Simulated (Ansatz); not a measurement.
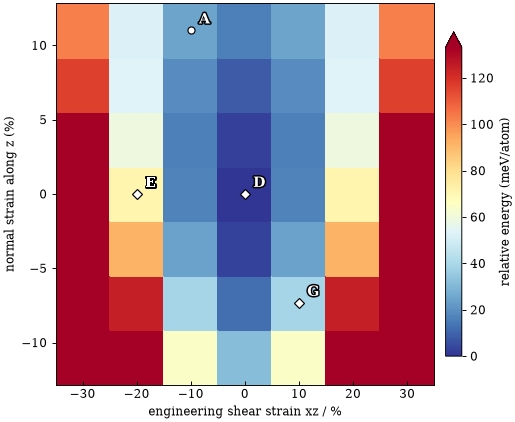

NaI (Cmmm, No. 65; 4 atoms in the cell). The energy is mapped over two homogeneous strains (x along [1 0 0], y along [0 0 −1], z along [0 1 0] of the conventional cell). The first coordinate is: engineering shear strain xz; the second: normal strain along z. Nothing is relaxed (fractional coordinates fixed). The grid has 7 × 7 points; 28 points were computed and 21 follow by symmetry. Points are written as (first, second). Energies: meV/atom, counted from the lowest grid point. The band gap closes in part of the range. The D3 coefficients switch with the coordination numbers inside this range, which puts artificial structure into the map. All numbers below come from DFT PBE+D3(BJ), scalar-relativistic, plane waves, PAW in Ansatz 0.2.0. Settings: cutoff 520 eV, k-mesh 6×8×4 in the order of the run's cell vectors, gaussian smearing 0.05 eV, no spin polarisation.

In the figure: one coloured cell a grid point, one colour for all values above the top of the scale, lettered points.

> Is A the lowest point of the computed grid?

No. A lies 25 meV/atom above the lowest grid point, which is at (0 %, 0.0 %).

> Which space group has the cell at each letter?

A: P2/m; D: Pmma; E: P2/m; G: P2/m.

> Rank the lettered points by energy, lowest first.

D (0 meV/atom), A (25 meV/atom), G (39 meV/atom), E (71 meV/atom).
